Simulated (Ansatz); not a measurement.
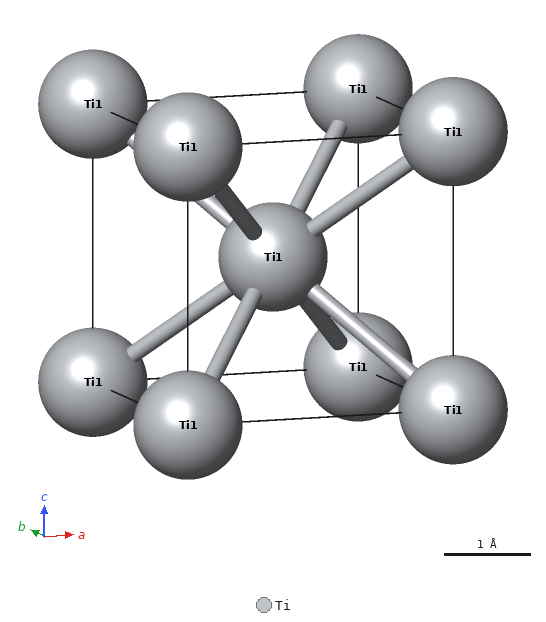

**Figure 1.** The structure (ball-and-stick view of the cell 2 times as large as that of the calculation, set on its symmetry axes, seen slightly off an axis; atoms are numbered from 1 in the order of the input). An atom can appear more than once, as a periodic image. Near neighbours in the periodic cell (some may lie outside the picture): Ti has 8 Ti at 2.84 Å.

# From Ti to Zr

System: Ti (1 atom in the cell).
Method of the first run: DFT PBEsol, scalar-relativistic, plane waves, PAW, no spin polarisation (Ansatz 0.2.0).
System of the second run: Zr (Im-3m, 1 atom in the cell).

On the first run: The structure derives from an entry of the Crystallography Open Database. On the second run: The structure was made by swapping elements on the sites of another compound; it need not be a known phase. It belongs to a series of runs on one base structure; here: Ti -> Zr on all its sites, cell and atoms relaxed. Text and figures count atoms from 1; the logs count them from 0 in places.

### The input, the first run
```yaml
crystal:
  lattice:
    - [-1.641, 1.641, 1.641]
    - [1.641, -1.641, 1.641]
    - [1.641, 1.641, -1.641]
  atoms:
    - { symbol: Ti, position: [0.0, 0.0, 0.0] }
basis:
  ecutwfc: 420
kpoints:
  mp_grid: { grid: [8, 8, 8] }
hamiltonian:
  xc: pbesol
scf:
  occupations: { method: gaussian, width: 0.1 }
output:
  forces: true
  stress: true
  eigenvalues: true
```

Command:
```bash
ansatz run input.yaml --threads 1 --pin off --max-ram 2560MiB --backend cpu --events-out ev --progress --plain --runs-dir out
```

Hardware: 1 thread of Arm Neoverse V2, 24 GiB of memory available, shared host.

### Output, shortened to warnings, some set-up lines, iterations and results (the first run)
```
Basis set: ecut = 420 eV, 369 PW (Γ), exchange–correlation on 40×40×40 points (8 copies of the dense FFT grid, shifted against one another)
Symmetry: 48 space group operations
k-points: 29 of 512
Initial density: superposition of atomic densities (neutral atoms: chi_scale 0, normalization atom), corrected by the library's trained network
[...]
SCF iter   1: F=—  HF=-2473.775716 eV  |F-HF|=—  |Δ(HF+E_count)|=         —  Δρ=4.61e-3  dr2=1.96e-3  ethr=1.77e-3  ⟨swp⟩=4.4  Hψ=1530  notcnv=0
SCF iter   2: F=—  HF=-2473.774897 eV  |F-HF|=—  |Δ(HF+E_count)|=   8.19e-4  Δρ=1.40e-3  dr2=2.96e-4  ethr=1.64e-5  ⟨swp⟩=2.9  Hψ=755  notcnv=0  defer=2
SCF iter   3: F=—  HF=-2473.774860 eV  |F-HF|=—  |Δ(HF+E_count)|=   3.67e-5  Δρ=7.75e-4  dr2=4.79e-5  ethr=2.47e-6  ⟨swp⟩=1.8  Hψ=333  notcnv=0  defer=3
SCF iter   4: F=—  HF=-2473.774857 eV  |F-HF|=—  |Δ(HF+E_count)|=   3.25e-6  Δρ=3.41e-4  dr2=9.26e-6  ethr=3.99e-7  ⟨swp⟩=1.0  Hψ=287  notcnv=0  defer=3
SCF iter   5: F=—  HF=-2473.774857 eV  |F-HF|=—  |Δ(HF+E_count)|=   2.55e-7  Δρ=7.07e-5  dr2=4.08e-7  ethr=7.72e-8  ⟨swp⟩=1.0  Hψ=287  notcnv=0  defer=3
SCF iter   6: F=-2473.774857 eV  HF=-2473.774857 eV  |F-HF|=5.53e-10  |Δ(HF+E_count)|=   3.56e-9  Δρ=7.30e-6  dr2=5.35e-9  ethr=8.33e-10  ⟨swp⟩=4.6  Hψ=1237  notcnv=0
SCF 1 converged in 6 iterations: F = -2473.774857 eV  dr2 = 5.35e-9
SCF converged after 6 iterations
Free energy (F): -2473.774857 eV
Harris-Foulkes:  -2473.774857 eV  (|F-HF|=5.53e-10)
Internal energy: -2473.763074 eV  (E = F + TS)
E sigma→0 (E₀):  -2473.768965 eV
Entropy (-TS):   -0.011783 eV (-11.783 meV/atom)
Fermi energy:    12.729763 eV
--- Per-component energies (eV) ---
  E_band       = -160.405935
  E_kinetic    = 271.868305
  E_local      = -823.521552  (includes V_loc(G=0)·N_el)
  E_nonlocal   = 9.674897
  E_hartree    = 336.633851
  E_xc         = -96.372166
  E_vxc        = -121.069178  (∫ρ·V_xc dr)
  E_paw        = -1022.562403  (= ΣΔE_a)
  E_vpaw       = -170.625551  (= ΣTr[D̂ρ^β])
  E_aug_tail   = 0.000115  (compensation charges beyond the density's cutoff)
  E_ewald      = -1149.623506
  E_core_change = 0.139384  (= ΣΔE_core)
  E_smearing   = -0.011783  (= −TS)
  E_closure    = 0.000000  (closes the sum)
  Σ components = -2473.774857   (vs F -2473.774857, Δ=0.00e0)
--- Forces (eV/Å), atoms counted from 1 ---
  atom   1  Ti     0.00000000    -0.00000000    -0.00000000
  max |Σ_I F_I| component: 1.44e-32 eV/Å
--- Stress (GPa, compression-positive) ---
       -6.924523      -0.000000       0.000000
       -0.000000      -6.924523       0.000000
        0.000000      -0.000000      -6.924523
  P = ⅓ Tr σ = -6.9245 GPa (-69.245 kbar)
```

For the second run the input was changed thus:
```diff
-    - [-1.641, 1.641, 1.641]
-    - [1.641, -1.641, 1.641]
-    - [1.641, 1.641, -1.641]
+    - [-1.7084137364, 1.7084137364, 1.7084137364]
+    - [1.7084137364, -1.7084137364, 1.7084137364]
+    - [1.7084137364, 1.7084137364, -1.7084137364]
-    - { symbol: Ti, position: [0.0, 0.0, 0.0] }
+    - { symbol: Zr, position: [0.0, 0.0, 0.0] }
```

How does the second run compare with the first run?

The total energies belong to different systems, so their difference says nothing on which is more stable or more accurate. The pressure goes from −6.92 to 10.58 GPa. The volume per atom goes from 17.68 to 19.95 Å³. The number of SCF iterations is the same. The plane waves at Γ go from 369 to 381.

### Output, shortened to warnings, some set-up lines, iterations and results (the second run)
```
Basis set: ecut = 420 eV, 381 PW (Γ), exchange–correlation on 40×40×40 points (8 copies of the dense FFT grid, shifted against one another)
Symmetry: 48 space group operations
k-points: 29 of 512
Initial density: superposition of atomic densities (neutral atoms: chi_scale 0, normalization atom), corrected by the library's trained network
[...]
SCF iter   1: F=—  HF=-4128.503019 eV  |F-HF|=—  |Δ(HF+E_count)|=         —  Δρ=3.97e-3  dr2=1.58e-3  ethr=1.77e-3  ⟨swp⟩=5.0  Hψ=1635  notcnv=0
SCF iter   2: F=—  HF=-4128.502506 eV  |F-HF|=—  |Δ(HF+E_count)|=   5.13e-4  Δρ=1.77e-3  dr2=2.87e-4  ethr=1.31e-5  ⟨swp⟩=2.2  Hψ=644  notcnv=0
SCF iter   3: F=—  HF=-4128.502478 eV  |F-HF|=—  |Δ(HF+E_count)|=   2.83e-5  Δρ=2.50e-4  dr2=6.45e-6  ethr=2.39e-6  ⟨swp⟩=1.0  Hψ=287  notcnv=0
SCF iter   4: F=—  HF=-4128.502477 eV  |F-HF|=—  |Δ(HF+E_count)|=   1.06e-6  Δρ=1.74e-5  dr2=1.54e-8  ethr=5.38e-8  ⟨swp⟩=2.3  Hψ=467  notcnv=0
SCF iter   5: F=-4128.502477 eV  HF=-4128.502477 eV  |F-HF|=1.43e-10  |Δ(HF+E_count)|=   1.02e-8  Δρ=3.34e-6  dr2=5.91e-10  ethr=1.28e-10  ⟨swp⟩=2.0  Hψ=437  notcnv=0
SCF iter   6: F=-4128.502477 eV  HF=-4128.502477 eV  |F-HF|=9.09e-13  |Δ(HF+E_count)|=  1.75e-10  Δρ=1.71e-7  dr2=1.78e-12  ethr=4.92e-12  ⟨swp⟩=1.8  Hψ=878  notcnv=0
SCF 1 converged in 6 iterations: F = -4128.502477 eV  dr2 = 1.78e-12
SCF converged after 6 iterations
Free energy (F): -4128.502477 eV
Harris-Foulkes:  -4128.502477 eV  (|F-HF|=9.09e-13)
Internal energy: -4128.493155 eV  (E = F + TS)
E sigma→0 (E₀):  -4128.497816 eV
Entropy (-TS):   -0.009322 eV (-9.322 meV/atom)
Fermi energy:    16.305836 eV
--- Per-component energies (eV) ---
  E_band       = -63.521288
  E_kinetic    = 337.305150
  E_local      = -555.443485  (includes V_loc(G=0)·N_el)
  E_nonlocal   = 83.315382
  E_hartree    = 172.923383
  E_xc         = -161.775674
  E_vxc        = -192.135354  (∫ρ·V_xc dr)
  E_paw        = -2900.724112  (= ΣΔE_a)
  E_vpaw       = -82.409766  (= ΣTr[D̂ρ^β])
  E_aug_tail   = 0.000024  (compensation charges beyond the density's cutoff)
  E_ewald      = -1104.259544
  E_core_change = 0.165720  (= ΣΔE_core)
  E_smearing   = -0.009322  (= −TS)
  E_closure    = 0.000000  (closes the sum)
  Σ components = -4128.502477   (vs F -4128.502477, Δ=0.00e0)
--- Forces (eV/Å), atoms counted from 1 ---
  atom   1  Zr    -0.00000000     0.00000000     0.00000000
  max |Σ_I F_I| component: 5.14e-32 eV/Å
--- Stress (GPa, compression-positive) ---
       10.579431       0.000000      -0.000000
       -0.000000      10.579431      -0.000000
        0.000000       0.000000      10.579431
  P = ⅓ Tr σ = 10.5794 GPa (105.794 kbar)
```

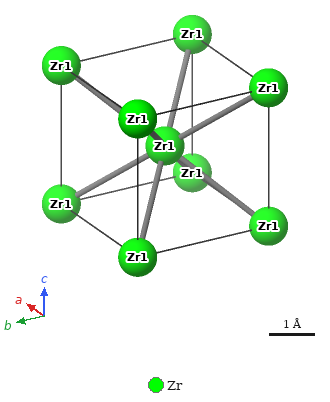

**Figure 2.** The input structure of the second run (ball-and-stick view of the cell 2 times as large as that of the calculation, set on its symmetry axes, seen at an oblique angle; atoms are numbered from 1 in the order of the input). An atom can appear more than once, as a periodic image.

### The two runs side by side

```csv
quantity,the first run,the second run
outcome,converged,converged
free energy per atom (eV),−2473.7749,−4128.5025
"energy per atom, smearing taken to zero (eV)",−2473.7690,−4128.4978
gap on the mesh (eV),0.00,0.00
pressure (GPa),−6.92,10.58
volume per atom (Å³),17.68,19.95
largest force (eV/Å),0.000,0.000
SCF iterations,6,6
irreducible k-points,29,29
plane waves at Γ,369,381
```

For the first run: The cell is under a tension of 6.9 GPa at this level, so it is not at its equilibrium volume. For the second run: The cell is under a pressure of 10.6 GPa at this level, so it is not at its equilibrium volume.
